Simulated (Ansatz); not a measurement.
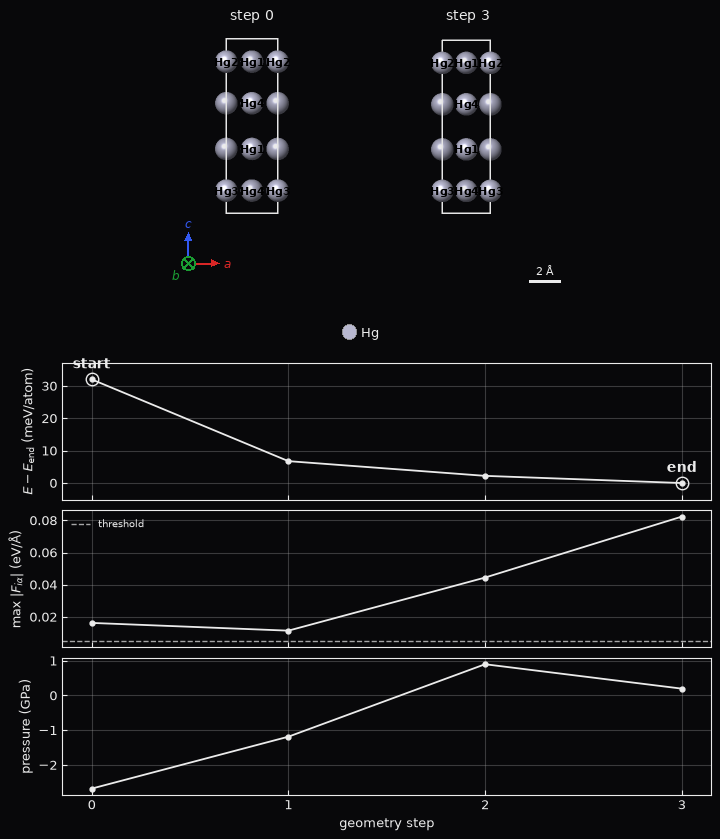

First and last geometry of a relaxation of crystalline Hg (set up in Cmce), with the history of the run. The picture is a spheres-only view of the conventional cell (2 times the calculation's cell), seen along the b axis. Lengths and directions refer to the drawn axes.

All numbers below come from DFT PBEsol, scalar-relativistic, plane waves, PAW in Ansatz 0.2.0. Settings: plane-wave cutoff 420 eV; k-point mesh 8 × 8 × 12; occupations gaussian; smearing width 0.1 eV; no spin polarisation; cell and atoms relaxed; force threshold 0.005 eV/Å; at most 80 steps.

Question: Read the history and describe the run.

Answer: The run was cut off at its time limit before the relaxation converged, so the last structure is only a point on the way. The largest moves relative to the cell, 0.007 Å, are those of Hg1, Hg2, Hg3 and Hg4. Hg2 goes along [1 0 1]. The volume changes by −11.5 %, with a 3.389 → 3.175 Å (−6.3 %), b 5.518 → 5.263 Å (−4.6 %), c 11.526 → 11.421 Å (−0.9 %). Among the contacts that change: Hg1–Hg1 3.389 → 3.175 Å, Hg1–Hg2 3.241 → 3.074 Å, Hg1–Hg3 3.228 → 3.163 Å, Hg1–Hg4 3.016 → 2.975 Å. The space group (tolerance 0.01 Å) goes from Cmce (No. 64) to Fmmm (No. 69). Over 3 geometry steps the energy falls by 32.0 meV per atom. Largest force component: 0.016 eV/Å at the start, 0.082 eV/Å at the end. The pressure goes from −2.68 to 0.20 GPa.
